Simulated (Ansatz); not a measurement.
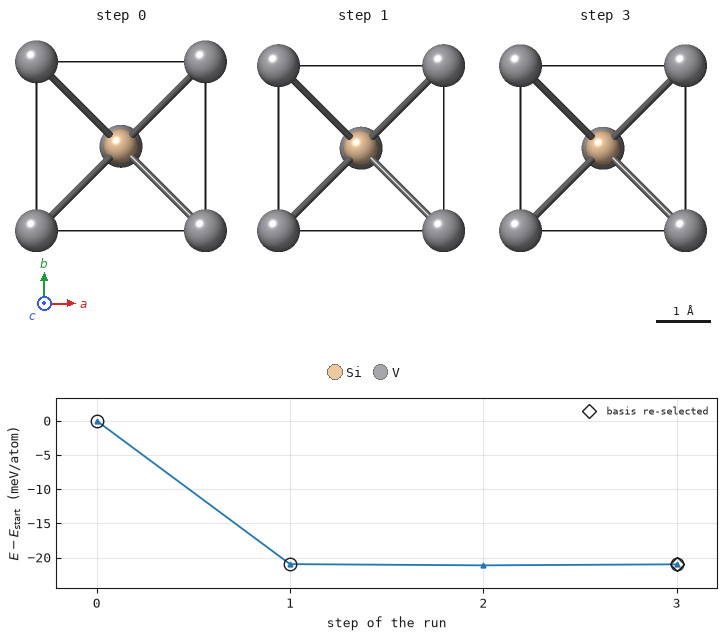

Frames of a relaxation of a crystal of VSi$_{2}$ (a generated structure, set up in I4/mmm) (coarse preliminary run), marked on the history of the run. The picture is a ball-and-stick view of the conventional cell (2 times the calculation's cell), seen along the c axis. Lengths and directions refer to the drawn axes.

Case: Mo → V on all its sites, cell and atoms relaxed.

These are results of DFT PBEsol, scalar-relativistic, plane waves, PAW (Ansatz 0.2.0), not measurements. Set-up: plane-wave cutoff 420 eV; k-point mesh 8 × 8 × 8; occupations gaussian; smearing width 0.1 eV; no spin polarisation; cell and atoms relaxed; force threshold 0.05 eV/Å; at most 60 steps.

Question: Describe the path.

Answer: No atom moves by more than 0.005 Å relative to the cell. The drawn cell changes as follows: a = b 3.184 → 3.111 Å (−2.3 %), c 7.808 → 7.752 Å (−0.7 %); the volume changes by −5.3 %. Near-neighbour distances that change, for instance: Si–V 2.594 → 2.543 Å, Si–Si 2.614 → 2.567 Å, Si–Si 2.576 → 2.552 Å, Si–V 2.616 → 2.600 Å. The space group stays I4/mmm (No. 139). Over 2 accepted moves (3 points after the start) the energy falls by 21.0 meV per atom. Largest force component: 0.059 eV/Å at the start, 0.0094 eV/Å at the end. The pressure goes from −8.62 to 0.06 GPa. At 1 point the geometry stayed and the basis and grid were re-selected for the new cell (energy shift of 0.2 meV per atom at most each time). From step 0 to 1: volume −4.9 %, energy −21.0 meV per atom. From step 1 to 3: volume −0.4 %, energy 0.0 meV per atom.

| step | E − E(0), meV/atom | largest force component, eV/Å | pressure, GPa | volume, Å³/atom | note |
| --- | --- | --- | --- | --- | --- |
| 0 | 0.00 | 0.0588 | -8.62 | 13.195 |  |
| 1 | -20.96 | 0.0490 | -0.69 | 12.550 |  |
| 2 | -21.14 | 0.0096 | 0.08 | 12.502 |  |
| 3 | -20.99 | 0.0094 | 0.06 | 12.502 | same geometry, new basis |
